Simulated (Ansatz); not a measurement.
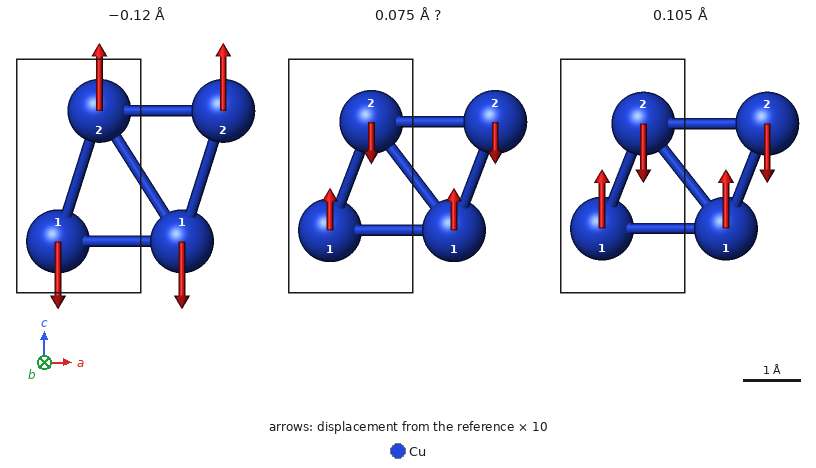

A crystal of Cu (P6_3/mmc): a normal mode at the zone centre is frozen in with the cell fixed, the amplitude being the largest displacement of an atom. A ball-and-stick model of the cell of the calculation, repeated 2 × 2 × 1 with one cell outlined, seen along the b axis. Red arrows: displacements from the reference.

These are results of DFT PBEsol, scalar-relativistic, plane waves, PAW in Ansatz 0.2.0, not measurements. (plane-wave cutoff 420 eV; k-point mesh 30 × 30 × 14; occupations gaussian; smearing width 0.15 eV; no spin polarisation). Energies (free energies at the smearing named) are counted from the relaxed crystal.

```json
{"largest displacement (Å)": "−0.120", "ΔE (meV/cell)": "244.5"}
{"largest displacement (Å)": "−0.060", "ΔE (meV/cell)": "59.0"}
{"largest displacement (Å)": "0.000", "ΔE (meV/cell)": "0.0"}
{"largest displacement (Å)": "0.015", "ΔE (meV/cell)": "3.6"}
{"largest displacement (Å)": "0.030", "ΔE (meV/cell)": "14.6"}
{"largest displacement (Å)": "0.045", "ΔE (meV/cell)": "33.0"}
{"largest displacement (Å)": "0.075", "ΔE (meV/cell)": "?"}
{"largest displacement (Å)": "0.090", "ΔE (meV/cell)": "134.7"}
{"largest displacement (Å)": "0.105", "ΔE (meV/cell)": "185.1"}
```

**Estimate the missing energy from the other rows, and compare with the calculation.**

A straight line between the two neighbours gives 100.8 meV/cell. A cubic through the four nearest rows (0.030, 0.045, 0.090, 0.105) gives, with Lagrange weights, (−0.2000)(14.6) + (0.5000)(33.0) + (1.0000)(134.7) + (−0.3000)(185.1) = 92.8 meV/cell. The calculation gives 92.8 meV/cell, so the cubic is right to the digits shown and the straight line 8.0 meV/cell too high, as the curve bends upwards here.

The whole profile:

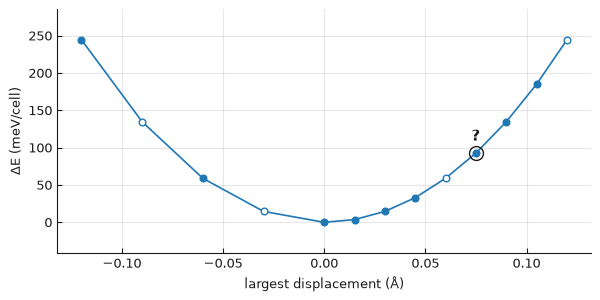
